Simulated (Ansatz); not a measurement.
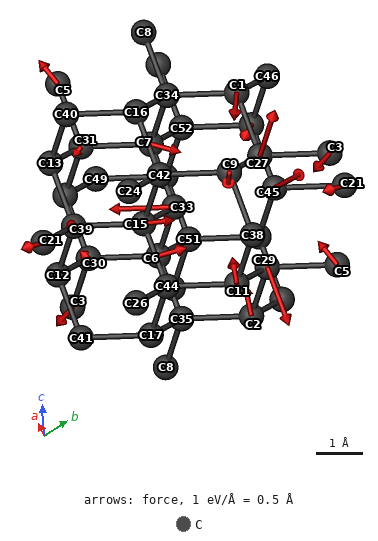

Starting geometry of a defect cell of composition C with the computed forces as red arrows. Style: ball-and-stick. Shown: the atoms within 4.2 Å of the atom that moves most (axes of the cell of the calculation), from a free direction.

Method: DFT, PBE, plane-wave PAW, default files, scalar-relativistic (Ansatz). Set-up: plane-wave cutoff 420 eV; k-point mesh 3 × 3 × 3; occupations fermi dirac; smearing width 0.01 eV; collinear spin; atoms relaxed in a fixed cell; force threshold 0.03 eV/Å; at most 40 steps.

### What follows when this structure is relaxed?

It isn't relaxed: the largest force vector, on C atoms, is 2.91 eV/Å. The atoms end up moving mostly along the starting forces (cosine between the two patterns 0.89). Over 3 geometry steps the energy falls by 0.899 eV per cell of the calculation. Largest force component: 1.7 eV/Å at the start, 0.014 eV/Å at the end. The largest moves, 0.12 Å, are those of C atoms. The cell doesn't change. Some distances before and after: C–C 1.544 → 1.492 Å, C–C 1.544 → 1.564 Å. Among the angles between lasting bonds that change: C–C–C 109.5° → 104.8°, C–C–C 109.5° → 113.9°, C–C–C 109.5° → 112.3°. The program noted that the starting moments weren't kept.

Limits of the set-up: the periodic images lie only 7.6 Å apart, so the values are limited by the cell's size.
